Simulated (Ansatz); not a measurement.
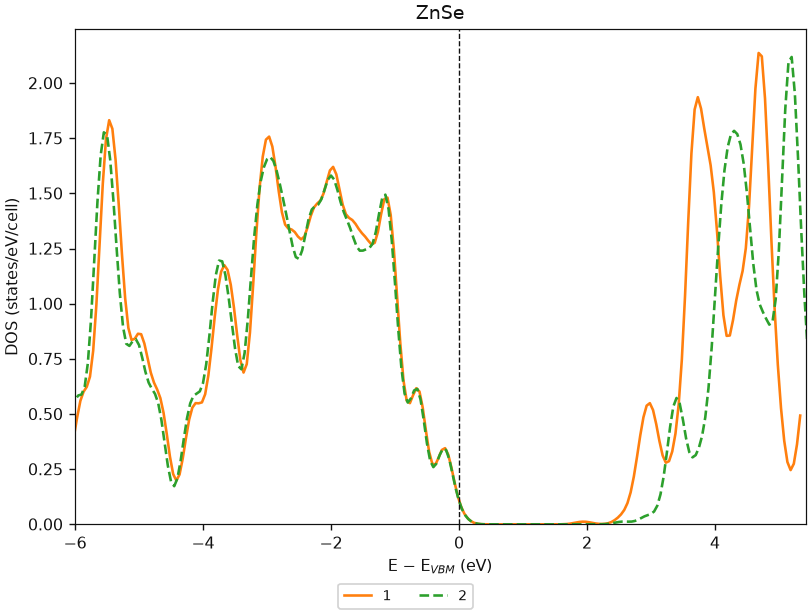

Total densities of states of ZnSe, space group F-43m, 2 atoms in the cell, zincblende type, hydrostatic strain −5.0%, by two methods on the same cell. The curves are built from the levels of the k mesh with Gaussians 0.3 eV wide, which also blur the band edges. Each is counted from its own valence-band top.

**Which curve is which? The methods: PBE, r2SCAN.**

1 is PBE; 2 is r2SCAN. PBE gives a gap of 1.94 eV and r2SCAN gives a gap of 2.56 eV.

Settings. PBE: DFT, PBE, plane waves, PAW, no spin polarisation, 8×8×8 k mesh, 420 eV cutoff (Ansatz). r2SCAN: DFT, r2SCAN, plane waves, PAW, no spin polarisation, 8×8×8 k mesh, 500 eV cutoff (Ansatz 0.2.0).
